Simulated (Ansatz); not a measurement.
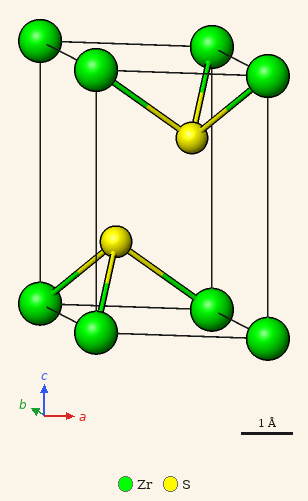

Phonons of a crystal of ZrS2 relaxed at 9 GPa, at the zone centre. A ball-and-stick model of the cell of the calculation, seen slightly off an axis.

Computed with DFT PBEsol, scalar-relativistic, plane waves, PAW in Ansatz.

The input:
```yaml
crystal:
  lattice:
    - [3.4900166813, 0.0, 0.0]
    - [-1.7450083407, 3.0224431056, 0.0]
    - [0.0, 0.0, 5.3142306773]
  atoms:
    - { symbol: Zr, position: [0.0, 0.0, 0.0] }
    - { symbol: S, position: [0.3333333333, 0.6666666667, 0.2802556927] }
    - { symbol: S, position: [0.6666666667, 0.3333333333, 0.7197443073] }
basis:
  ecutwfc: 420
kpoints:
  mp_grid: { grid: [12, 12, 8] }
hamiltonian:
  xc: pbesol
scf:
  occupations: { method: fermi_dirac, width: 0.15 }
output:
  eigenvalues: true
phonons:
  method: dfpt
  eigenvectors: true
```

Command:
```bash
ansatz run input.yaml --threads 1 --pin off --max-ram 3072MiB --backend cpu --events-out ev --progress --plain --runs-dir out
```

The frequencies depend somewhat on the k-mesh and the smearing.

Give the spectrum at this point.

The calculation's cell holds 3 atoms, so there are 6 optical modes, in 3 levels. No level is unstable.

```
level           symmetry  frequency (cm⁻¹)         activity
    1                E_u               193  infrared-active
    2                E_g               262     Raman-active
    3  doubly degenerate               358     not assigned
```

The crystal is a metal, so free carriers screen the infrared response.

The displacement patterns (one member of each degenerate set):

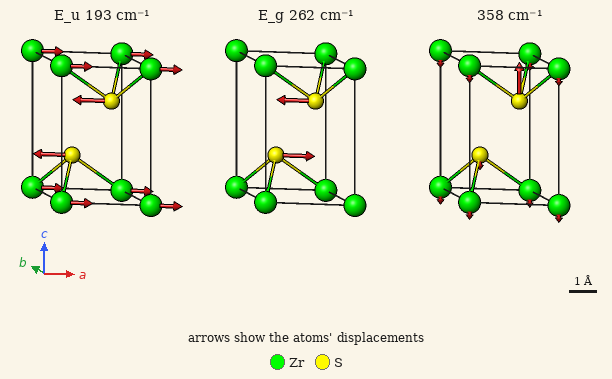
